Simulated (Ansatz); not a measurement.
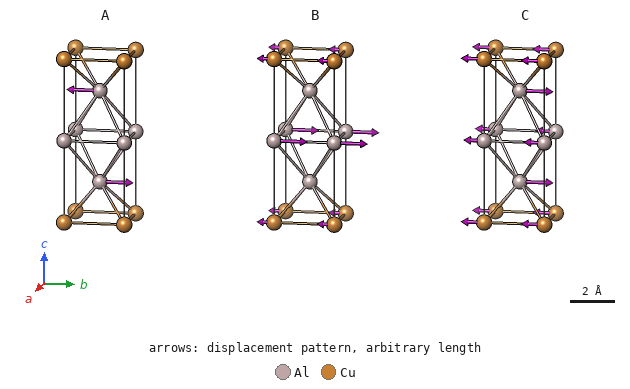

Three optical modes of a crystal of Al3Cu at the zone centre, in no order (one member of each degenerate set). The purple arrows are the displacements of the atoms (eigenvector over the root of the mass), of arbitrary overall length and sign. Style: ball-and-stick. Shown: the cell of the calculation, slightly off an axis.

Computed with DFT PBEsol, scalar-relativistic, plane waves, PAW (Ansatz). Set-up: plane-wave cutoff 420 eV; k-point mesh 16 × 16 × 6; occupations fermi dirac; smearing width 0.15 eV; no spin polarisation.

The frequencies depend somewhat on the k-mesh and the smearing.

Order them from the lowest to the highest frequency (imaginary ones first).

B (97 cm⁻¹), A (168 cm⁻¹), C (206 cm⁻¹). B, E_u: The Al (2h) atoms hardly move; the Al (1b) sublattice moves against the Cu sublattice, along b; the kinetic energy is shared as Al 72 %, Cu 28 %. A, E_g: The Al (1b) and Cu atoms stay at rest; all motion is along b; atoms of one kind move against one another, with no net shift of their sublattice. C, E_u: The Al (2h) sublattice moves against the Cu and Al (1b) sublattices, along b; the kinetic energy is shared as Al 72 %, Cu 28 %. The crystal is metallic in this run.
